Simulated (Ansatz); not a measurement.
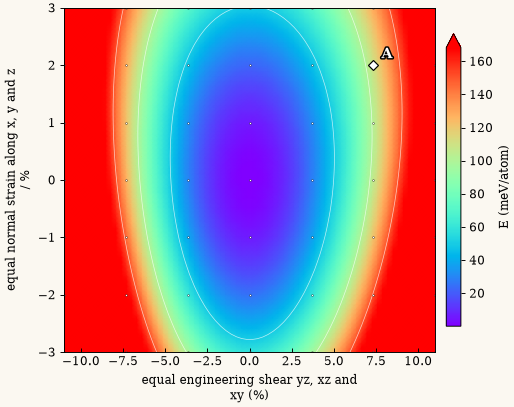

Al₃GaN₄ (P-43m, No. 215; 8 atoms in the cell). The energy is mapped over two homogeneous strains (x, y and z along the cube axes). First axis: equal engineering shear yz, xz and xy. Second axis: equal normal strain along x, y and z. Nothing is relaxed (fractional coordinates fixed). Grid: 7 × 7 points. Points are written as (first, second). All energies are given in meV/atom relative to the lowest grid point. These are results of DFT PBEsol, scalar-relativistic, plane waves, PAW (Ansatz), not measurements. Settings: cutoff 520 eV, k-mesh 6×6×6, gaussian smearing 0.05 eV, no spin polarisation.

The picture shows a smooth colour map with a few white contour lines, dots at the grid points, one colour for all values above the top of the scale, the point A. Between grid points the surface is interpolated.

Q: Is A at rest? If not, where is it pushed?

A: A, at (7.3 %, 2 %), is not a stationary point. The computed force is 23 meV/atom for each 1 % towards smaller values of the first coordinate and 13 meV/atom for each 1 % towards smaller values of the second coordinate.
